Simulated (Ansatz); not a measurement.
## Single-point calculation of SnO

System: SnO (P4/nmm, 4 atoms in the cell).
Method: DFT PBE, scalar-relativistic, plane waves, PAW, no spin polarisation (Ansatz 0.2.0).

The structure derives from an entry of the Crystallography Open Database. It belongs to a series of runs on one base structure; here: band edges and mean potential of the bulk.

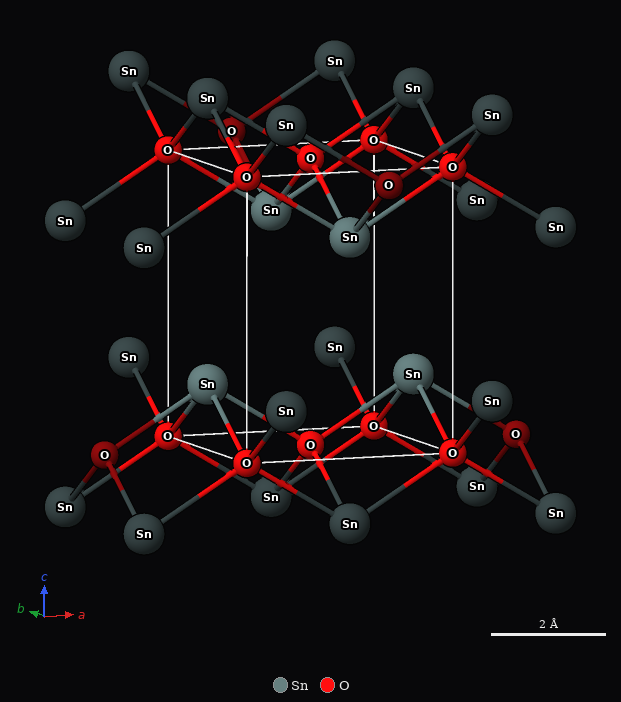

The structure as given in the input (ball-and-stick view of the cell of the calculation, seen slightly off an axis; neighbours outside the cell are drawn fainter). An atom can appear more than once, as a periodic image. Near neighbours in the periodic cell (some may lie outside the picture): Sn has 4 O at 2.25 Å; O has 4 Sn at 2.25 Å.

Results in brief

| quantity | value |
| --- | --- |
| outcome | converged |
| space group (tolerance 0.01 Å) | P4/nmm (129) |
| electrons treated | 40 |
| free energy | −13183.4053 eV |
| Fermi energy | 8.988 eV |
| gap on the k-point mesh | 0.50 eV |
| gap on the band path | 0.49 eV |
| pressure | 0.01 GPa |
| largest force (length of the vector) | under 0.001 eV/Å |
| hardware | 1 thread of Arm Neoverse N1, 24 GiB of memory available, shared host |
| wall time | 33 s |
| peak memory | 0.41 GiB |

The input
```yaml
crystal:
  lattice:
    - [3.8681707509, 0.0, 0.0]
    - [0.0, 3.8681707509, 0.0]
    - [0.0, 0.0, 5.0672768617]
  atoms:
    - { symbol: Sn, position: [0.0, 0.5, 0.2287361955] }
    - { symbol: Sn, position: [0.5, 0.0, 0.7712638045] }
    - { symbol: O, position: [0.0, 0.0, 0.0] }
    - { symbol: O, position: [0.5, 0.5, 0.0] }
basis:
  ecutwfc: 420
kpoints:
  mp_grid: { grid: [10, 10, 8] }
  band_path: { path: [VBM, CBM], npoints: 2 }
hamiltonian:
  xc: pbe
scf:
  occupations: { method: gaussian, width: 0.02 }
output:
  forces: true
  stress: true
  eigenvalues: true
```

Command:
```bash
ansatz run input.yaml --threads 1 --pin off --max-ram 2560MiB --backend cpu --events-out ev --progress --plain --runs-dir out
```

Log
```
Engine: ansatz 0.2.0, aarch64-unknown-linux-gnu
Pseudopotentials: kind: paw
Pseudopotential: Sn, paw, valence charge 14, recommended cutoff 420 eV (normal), Sn.paw.azcp
Pseudopotential: O, paw, valence charge 6, recommended cutoff 420 eV (normal), O.paw.azcp
Functional definition: PBE
  parameter kappa = 0.804
  parameter beta = 0.06672455060314922
  exchange = pbe_x(kappa = kappa, mu = beta*pi^2/3)
  correlation = pbe_c(beta = beta)
Crystal: 4 atoms, lattice volume = 75.820 Å³
Basis set: ecut = 420 eV, 1513 PW (Γ), exchange–correlation on 54×54×72 points (8 copies of the dense FFT grid, shifted against one another)
Bands: 24, of which v1, the nominal top of the filled ones, is band 20 counted from 1 (19 counted from 0)
Symmetry: 16 space group operations
Space group: P4/nmm (ITA 129), of the structure as read, at distance tolerance 4.2e-5 Å
k-points: 105 of 800
Non-local potential: Sn, projectors of the file, l = 0: 2, l = 1: 2, l = 2: 2, l = 3: 2
Non-local potential: O, projectors of the file, l = 0: 2, l = 1: 2, l = 2: 1
PAW form: soft (Blöchl's): semilocal exchange-correlation on the pseudo side does not see the compensation charge
PAW one-centre angular grid: Sn, 590 points (default); XC on 64 Gauss nodes
PAW one-centre angular grid: O, 110 points (default); XC on 64 Gauss nodes
Initial density: superposition of atomic densities (neutral atoms: chi_scale 0, normalization atom), corrected by the library's trained network
Initial wavefunctions: pseudopotential atomic-orbital guess
Functional: x = pbe(κ = 0.804, μ = 0.2195149727645171), c = pbe(β = 0.06672455060314922)
SCF iter   1: F=—  HF=-13183.405057 eV  |F-HF|=—  |Δ(HF+E_count)|=         —  Δρ=1.30e-3  dr2=9.94e-4  ethr=1.77e-3  ⟨swp⟩=6.2  Hψ=11918  notcnv=0
preconditioner: auto → Resta (q_TF=auto, 2.452 Å⁻¹)  ε∞=3.3  [insulator: Δε(μ)=0.504 eV  Ē_g=17.867 eV  σ=0.020 eV  W_gap=1.00  n_scr=18 (ndim 8)  ℏωp=27.0 eV  f_vac=0.033  D(μ)=0.00/eV (n_scr^D=0)  ε∞_Penn≈3.3]
SCF iter   2: F=—  HF=-13183.404883 eV  |F-HF|=—  |Δ(HF+E_count)|=   1.73e-4  Δρ=8.25e-4  dr2=3.57e-4  ethr=2.49e-6  ⟨swp⟩=2.1  Hψ=5879  notcnv=0
SCF iter   3: F=—  HF=-13183.405321 eV  |F-HF|=—  |Δ(HF+E_count)|=   4.38e-4  Δρ=3.49e-4  dr2=7.68e-5  ethr=8.93e-7  ⟨swp⟩=2.0  Hψ=5038  notcnv=0
SCF iter   4: F=—  HF=-13183.405314 eV  |F-HF|=—  |Δ(HF+E_count)|=   6.80e-6  Δρ=1.05e-4  dr2=9.52e-6  ethr=1.92e-7  ⟨swp⟩=2.0  Hψ=3377  notcnv=0
SCF iter   5: F=—  HF=-13183.405314 eV  |F-HF|=—  |Δ(HF+E_count)|=   1.58e-8  Δρ=9.39e-5  dr2=5.73e-6  ethr=2.38e-8  ⟨swp⟩=2.0  Hψ=4620  notcnv=0
SCF iter   6: F=—  HF=-13183.405313 eV  |F-HF|=—  |Δ(HF+E_count)|=   6.90e-7  Δρ=3.75e-5  dr2=1.01e-6  ethr=1.43e-8  ⟨swp⟩=2.4  Hψ=3391  notcnv=0
SCF iter   7: F=—  HF=-13183.405313 eV  |F-HF|=—  |Δ(HF+E_count)|=   2.62e-8  Δρ=1.38e-5  dr2=1.39e-7  ethr=2.53e-9  ⟨swp⟩=2.0  Hψ=3285  notcnv=0
SCF iter   8: F=-13183.405313 eV  HF=-13183.405313 eV  |F-HF|=1.91e-9  |Δ(HF+E_count)|=   3.55e-8  Δρ=1.81e-6  dr2=2.00e-9  ethr=2.50e-10  ⟨swp⟩=5.1  Hψ=9025  notcnv=0
SCF 1 converged in 8 iterations: F = -13183.405313 eV  dr2 = 2.00e-9
  greatest PAW one-centre occupation: 0.993 electrons in one spin orbital (limit 2), on the Sn atom at site 1 (counted from 0), in its partial waves of l = 2
```

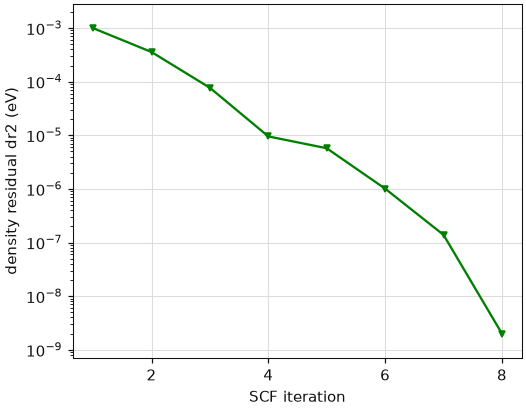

Convergence of the self-consistent field: density residual dr2 against the SCF iteration. The residual falls at every step.

```
NSCF: frozen V_eff on 40 k-points
NSCF: frozen V_eff on 40 k-points
NSCF: frozen V_eff on 40 k-points
NSCF: frozen V_eff on 15 k-points
NSCF: frozen V_eff on 5 k-points
NSCF: frozen V_eff on 16 k-points
NSCF: frozen V_eff on 7 k-points
NSCF: frozen V_eff on 16 k-points
NSCF: frozen V_eff on 10 k-points
NSCF: frozen V_eff on 17 k-points
NSCF: frozen V_eff on 2 k-points
NSCF: frozen V_eff on 11 k-points
NSCF: frozen V_eff on 3 k-points
SCF converged after 8 iterations
Free energy (F): -13183.405313 eV
Harris-Foulkes:  -13183.405313 eV  (|F-HF|=1.91e-9)
Internal energy: -13183.405313 eV  (E = F + TS)
E sigma→0 (E₀):  -13183.405313 eV
Fermi energy:    8.987968 eV
--- Per-component energies (eV) ---
  E_band       = -223.003194
  E_kinetic    = 721.722962
  E_local      = -2896.541416  (includes V_loc(G=0)·N_el)
  E_nonlocal   = 31.772921
  E_hartree    = 1540.191534
  E_xc         = -912.426687
  E_vxc        = -379.787880  (∫ρ·V_xc dr)
  E_paw        = -8588.038713  (= ΣΔE_a)
  E_vpaw       = -780.558943  (= ΣTr[D̂ρ^β])
  E_aug_tail   = 0.004755  (compensation charges beyond the density's cutoff)
  E_ewald      = -3080.090669
  E_smearing   = -0.000000  (= −TS)
  E_closure    = -0.000000  (closes the sum)
  Σ components = -13183.405313   (vs F -13183.405313, Δ=0.00e0)
--- Forces (eV/Å), atoms counted from 1 ---
  atom   1  Sn     0.00000000     0.00000000     0.00027428
  atom   2  Sn     0.00000000     0.00000000    -0.00027428
  atom   3  O      0.00000000     0.00000000     0.00000000
  atom   4  O      0.00000000     0.00000000    -0.00000000
  max |Σ_I F_I| component: 5.42e-20 eV/Å
--- Stress (GPa, compression-positive) ---
        0.003876       0.000000       0.000000
        0.000000       0.003876       0.000000
        0.000000       0.000000       0.025384
  P = ⅓ Tr σ = 0.0110 GPa (0.110 kbar)
--- Band table (eV; the first three rows and the last of 105) ---
  k-point 0: bands = ["-13.0092", "-12.6461", "-12.6355", "-12.6355", "-12.6117", "-12.5899", "-12.5683", "-12.5524", "-12.5357", "-12.5357", "-10.9474", "-8.5713", "1.3833", "2.5294", "2.9288", "2.9288", "5.5909", "5.8643", "5.8643", "8.7394", "10.6778", "12.8295", "13.6481", "13.6481"]
  k-point 1: bands = ["-13.0078", "-12.6474", "-12.6331", "-12.6331", "-12.6107", "-12.5886", "-12.5693", "-12.5536", "-12.5383", "-12.5383", "-10.9442", "-8.5714", "1.0533", "2.9400", "2.9400", "2.9981", "5.5834", "5.8628", "5.8628", "8.5744", "10.5676", "12.9066", "13.1350", "13.1350"]
  k-point 2: bands = ["-13.0046", "-12.6507", "-12.6268", "-12.6268", "-12.6079", "-12.5850", "-12.5721", "-12.5569", "-12.5451", "-12.5451", "-10.9364", "-8.5715", "0.5944", "2.9674", "2.9674", "3.8603", "5.5657", "5.8583", "5.8583", "8.0577", "10.4542", "12.5568", "12.5568", "12.8648"]
  k-point 104: bands = ["-12.9206", "-12.9206", "-12.6207", "-12.6207", "-12.5923", "-12.5923", "-12.5533", "-12.5533", "-12.5312", "-12.5312", "-9.3989", "-9.3989", "0.2114", "0.2114", "3.6615", "3.6615", "6.3741", "6.3741", "6.5048", "6.5048", "11.3414", "11.3414", "12.4890", "12.4890"]
```
